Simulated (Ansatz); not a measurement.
Given this structure:

```
C
1.0
     4.85825    0.00000    0.00000
     0.00000    4.85825    0.00000
     0.00000    0.00000    4.85825
C
16
Direct
  0.33726 0.66274 0.66274
  0.33726 0.33726 0.33726
  0.16274 0.83726 0.16274
  0.66274 0.66274 0.33726
  0.33726 0.66274 0.33726
  0.16274 0.16274 0.16274
  0.16274 0.83726 0.83726
  0.33726 0.33726 0.66274
  0.83726 0.16274 0.16274
  0.83726 0.83726 0.83726
  0.66274 0.33726 0.66274
  0.16274 0.16274 0.83726
  0.83726 0.16274 0.83726
  0.66274 0.66274 0.66274
  0.66274 0.33726 0.33726
  0.83726 0.83726 0.16274
```

> Summarise the structure in words.

The element is carbon. Space group: Im-3m (No. 229). Lattice: body-centred cubic. The cell holds 16 atoms. C is coordinated by four C at 1.47 to 1.58 Å. The bonds build a three-dimensional framework.

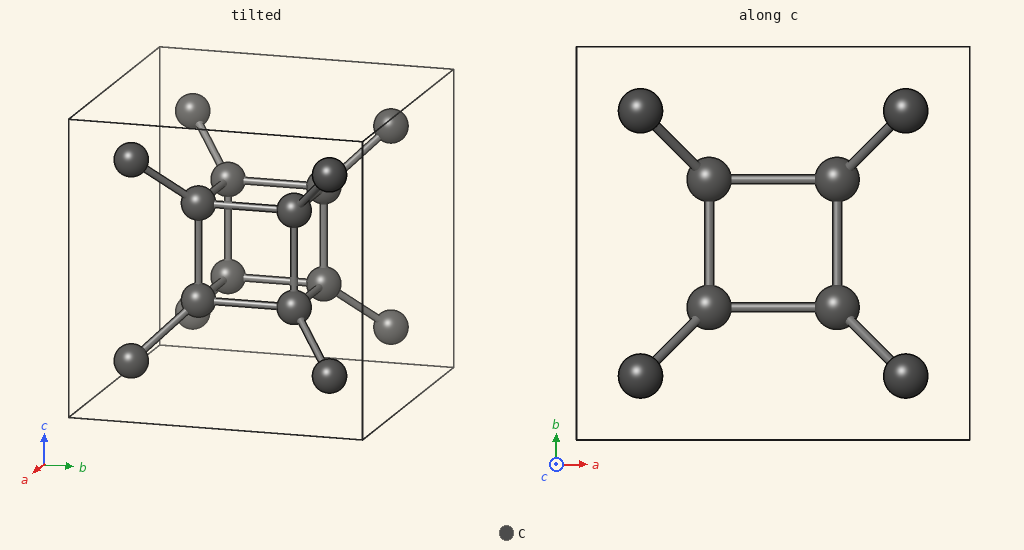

A ball-and-stick rendering, viewed slightly off an axis and along the c axis. Atoms at the boundary of the conventional unit cell (the box) are drawn once for each face, edge or corner they touch.

It goes back to a structure listed in the Materials Project. The final geometry of a relaxation with Ansatz 0.2.0, DFT r2SCAN, scalar-relativistic, plane waves, PAW is shown.
